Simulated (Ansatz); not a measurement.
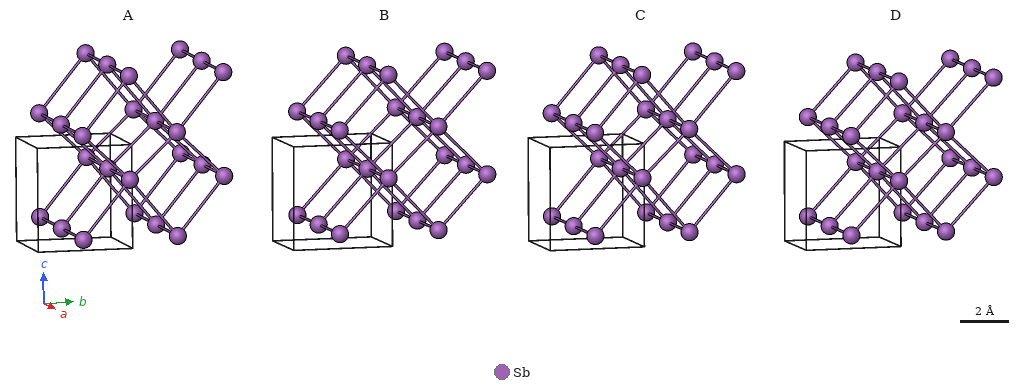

4 geometries from one relaxation of solid Sb (set up in P2_1/m), in shuffled order. The picture is a ball-and-stick view of the cell of the calculation, repeated 2 × 2 × 2 with one cell outlined, seen slightly off an axis.

The run lets cell and atoms move.

The calculation used Ansatz 0.2.0, Kohn-Sham DFT of a periodic cell, HSEsol, Ansatz PAW. (plane-wave cutoff 420 eV; k-point mesh 5 × 3 × 3; occupations fermi-dirac; smearing width 0.05 eV; no spin polarisation; cell and atoms relaxed; force threshold 0.01 eV/Å; at most 40 steps)

Put them in the order of the run, from the start to the converged end.

Answer. B, D, C, A. They are steps 0, 1, 3, 9, at +70.1 meV per cell of the calculation, +49.9 meV per cell of the calculation, +11.7 meV per cell of the calculation relative to the last. Over 7 accepted moves (9 points after the start) the energy falls by 70.1 meV per cell of the calculation. The largest force component goes from 0.2 to 0.00086 eV/Å. The pressure goes from −2.19 to 0.01 GPa. The line search rejected the trial step at point 4 of the run. At 1 point the geometry stayed and the basis and grid were re-selected for the new cell (energy shift of 0.4 meV per cell of the calculation at most each time). The largest moves relative to the cell, 0.091 Å, are those of Sb atoms. The drawn cell changes as follows: a 3.122 → 3.180 Å (+1.8 %), b 4.348 → 4.161 Å (−4.3 %), c 4.406 → 4.408 Å (0.0 %), β 90.5° → 93.1°; the volume changes by −2.6 %. Near-neighbour distances that change, for instance: Sb–Sb 3.040 → 2.847 Å, Sb–Sb 3.152 → 3.225 Å, Sb–Sb 3.122 → 3.180 Å. Among the angles between lasting bonds that change: Sb–Sb–Sb 87.2° → 80.3°, Sb–Sb–Sb 176.7° → 173.1°, Sb–Sb–Sb 91.3° → 93.9°. The space group stays P2_1/m (No. 11). At step 4 the optimiser overshot: the energy rose above the start, and later steps came back.

Limits of the set-up: the k-point mesh is coarse for a cell with partly filled bands.
